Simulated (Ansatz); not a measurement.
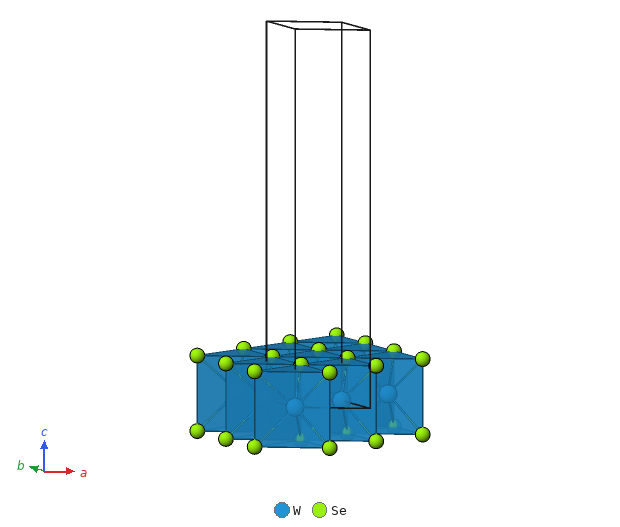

Polyhedra are drawn about W (bonds: Se–W below 2.9 Å); other atoms are plain spheres.

WSe2 (space group P-6m2, No. 187). Coordinates: the input geometry of an electronic-structure calculation (not necessarily at equilibrium).

Sharing among the drawn polyhedra:

```tsv
site	polyhedron	corner-sharing neighbours	edge-sharing	face-sharing	bond (Å)
W	WSe6 trigonal prism	0	6	0	2.54
```

They form layers of edge-sharing trigonal prisms parallel to (001).
